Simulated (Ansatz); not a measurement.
Zn₇S₈: several calculations on one system

**1. Relaxation**

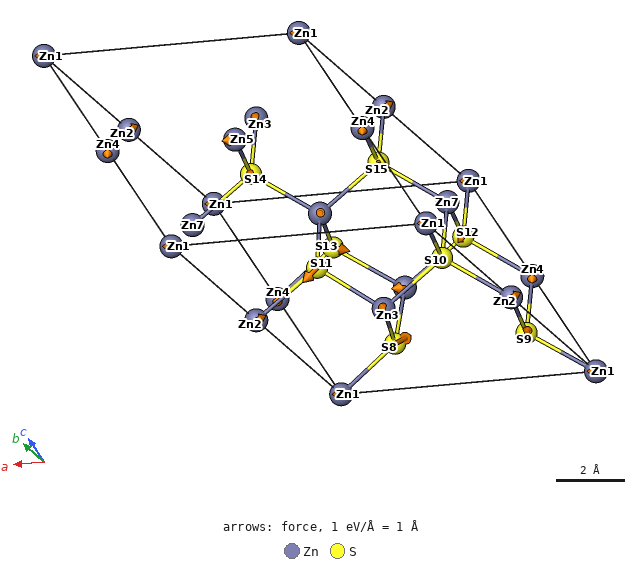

Starting geometry of a defect cell of composition Zn₇S₈ with the computed forces as orange arrows. The picture is a ball-and-stick view of the cell of the calculation, reduced to other axes, seen from a free direction. Lengths and directions refer to the drawn axes.

Case: Zn vacancy (site a), charge +0, atoms relaxed at the host's cell.

These are results of DFT PBE, scalar-relativistic, plane waves, PAW in Ansatz, not measurements. (plane-wave cutoff 420 eV; k-point mesh 2 × 2 × 2; occupations gaussian; smearing width 0.01 eV; collinear spin; atoms relaxed in a fixed cell; force threshold 0.025 eV/Å; at most 45 steps)

What follows when this structure is relaxed?

It isn't relaxed: the largest force vector, on an S atom, is 0.94 eV/Å. The atoms end up moving mostly along the starting forces (cosine between the two patterns 0.85). An S atom moves most: 0.13 Å along [−2 −3 2]. By element the largest moves are S 0.13 Å, Zn 0.07 Å. The lattice vectors keep their values. Some distances before and after: S–Zn 2.441 → 2.336 Å, S–Zn 2.257 → 2.331 Å, S–Zn 2.401 → 2.331 Å, S–Zn 2.280 → 2.331 Å. Bond angles that change, for instance: Zn–S–Zn 116.0° → 109.9°, S–Zn–S 105.8° → 111.1°, Zn–S–Zn 113.7° → 109.9°. After 5 accepted moves (6 points after the start) the energy has fallen by 0.158 eV per cell of the calculation. The largest force component goes from 0.87 to 0.0039 eV/Å. 1 step only repeated the SCF at the same geometry.

Limits of the set-up: the k-point mesh is coarse for a cell with partly filled bands; the periodic images lie only 7.7 Å apart, so the values are limited by the cell's size.

**2. Relaxation**

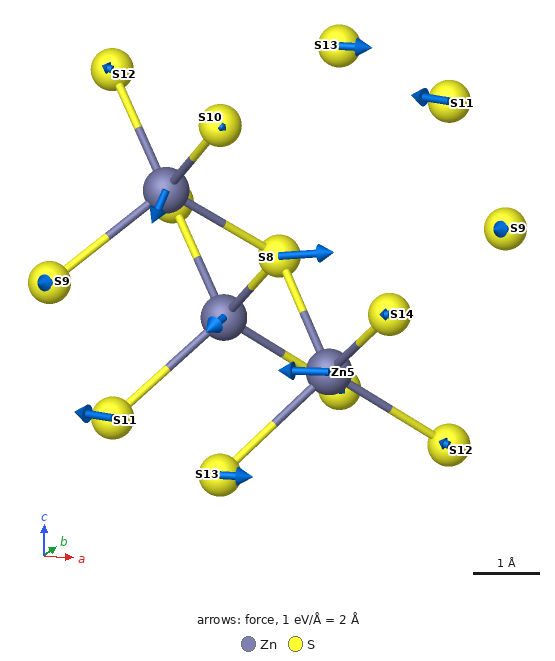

Starting geometry of a defect cell of composition Zn₇S₈ (cell charge −2) with the computed forces as blue arrows. A ball-and-stick model of the atoms within 4.2 Å of the atom that moves most (axes of the conventional cell (4 times the calculation's cell)), seen slightly off an axis. Lengths and directions refer to the drawn axes.

Case: Zn vacancy (site a), charge -2, atoms relaxed at the host's cell.

Level of theory: Ansatz, DFT PBE, scalar-relativistic, plane waves, PAW. Set-up: plane-wave cutoff 420 eV; k-point mesh 2 × 2 × 2; occupations gaussian; smearing width 0.01 eV; collinear spin; atoms relaxed in a fixed cell; force threshold 0.025 eV/Å; at most 45 steps.

### Is this structure relaxed? If not, where do the atoms go?

It isn't relaxed: the largest force vector, on an S atom, is 0.45 eV/Å. The atoms end up moving mostly along the starting forces (cosine between the two patterns 0.93). The atom that moves furthest is an S atom (0.073 Å along [3 1 1]). Largest moves by element: S 0.073 Å, Zn 0.048 Å. The lattice vectors keep their values. Near-neighbour distances that change, for instance: S–Zn 2.348 → 2.313 Å, S–Zn 2.404 → 2.433 Å, S–Zn 2.292 → 2.313 Å, S–Zn 2.321 → 2.313 Å. Among the angles between lasting bonds that change: S–Zn–S 114.2° → 118.5°, Zn–S–Zn 108.5° → 104.6°, S–Zn–S 114.7° → 118.5°. Over 3 geometry steps the energy falls by 73.6 meV per cell of the calculation. The largest force component goes from 0.45 to 0.001 eV/Å. The program noted that the starting moments weren't kept.

Limits of the set-up: the periodic images lie only 7.7 Å apart, so the values are limited by the cell's size; the cell is charged, on a uniform background, and energies carry no finite-size correction.

**3. Defect**

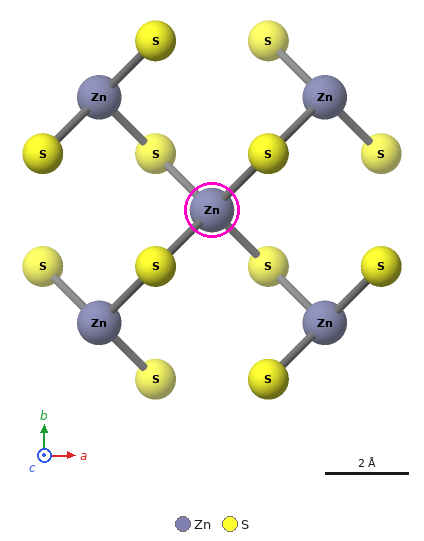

Perfect ZnS. The picture is a ball-and-stick view of the atoms within 4.6 Å of one point, in a slice 4.2 Å thick across the line of sight, seen along the c axis.

All numbers below come from DFT PBE, scalar-relativistic, plane waves, PAW in Ansatz. Settings: plane-wave cutoff 420 eV; k-point mesh 2 × 2 × 2; occupations gaussian; smearing width 0.01 eV; collinear spin. The cell is small and the k-mesh coarse, so the numbers are rough. The axes drawn are those of the host's conventional cell.

A zinc atom is taken out (a vacancy) at the ringed place, in charge state 0. The supercell has 16 sites, and the atoms are relaxed at the host's cell.

Question: Predict the relaxed surroundings of the defect.

Answer: Around the empty Zn site the host had 4 S at 2.36 Å; after relaxation the nearest atoms are 4 S at 2.36 to 2.37 Å. Of the host's atoms, a zinc atom moves furthest from its site, by 0.06 Å.

The relaxed defect, seen from the same direction:

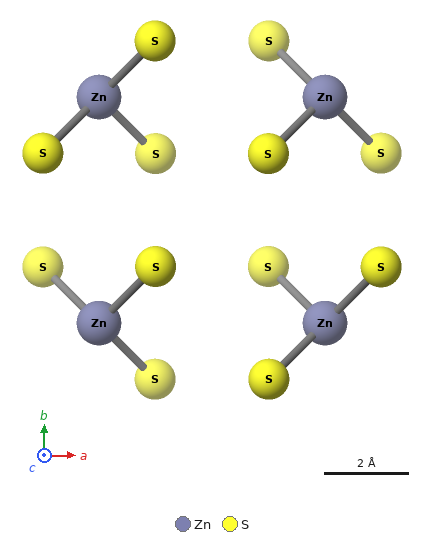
